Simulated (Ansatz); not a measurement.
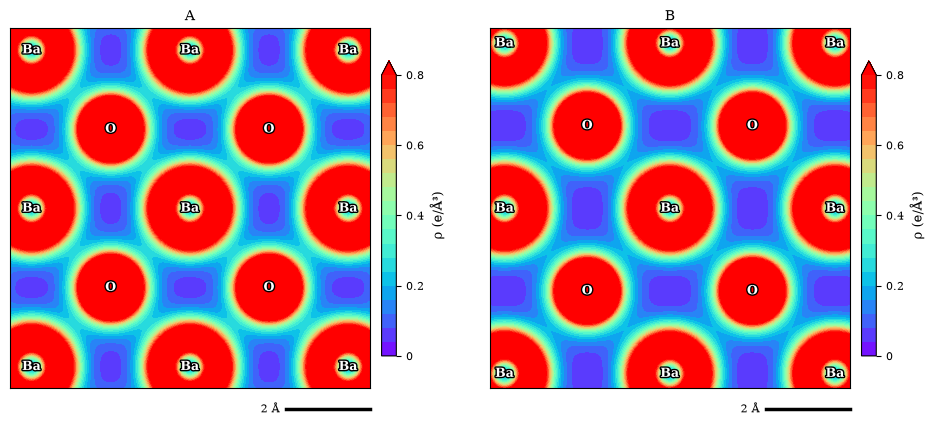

BaO. The valence charge density (pseudo) of two cells that differ in size, on the (011) plane of each (indices in the axes of the calculation cell), at one length scale and on one colour scale; one has 19.0 and the other 21.6 Å³ an atom.

Computed with DFT PBE, scalar-relativistic, plane waves, PAW (Ansatz).

The density is the valence pseudo-density of a PAW calculation; it isn't the true density close to the nuclei.

The larger cell:

```yaml
crystal:
  lattice:
    - [0.00000, 2.78666, 2.78666]
    - [2.78666, 0.00000, 2.78666]
    - [2.78666, 2.78666, 0.00000]
  atoms:
    - { symbol: Ba, position: [0.00000, 0.00000, 0.00000] }
    - { symbol: O, position: [0.50000, 0.50000, 0.50000] }
```

The smaller cell: a = 3.777 Å, b = 3.777 Å, c = 3.777 Å, α = 60.00°, β = 60.00°, γ = 60.00°.

Which is the denser cell? Describe the effect of the change.

Answer. Panel A is the smaller cell, by 12 % in volume. From the larger cell to the smaller, Ba–O goes from 2.79 to 2.67 Å, and the density at its midpoint from 0.22 to 0.28 e/Å³; the pressure goes from 0.0 to 12 GPa; the Kohn–Sham gap goes from 2.1 eV to 1.6 eV.
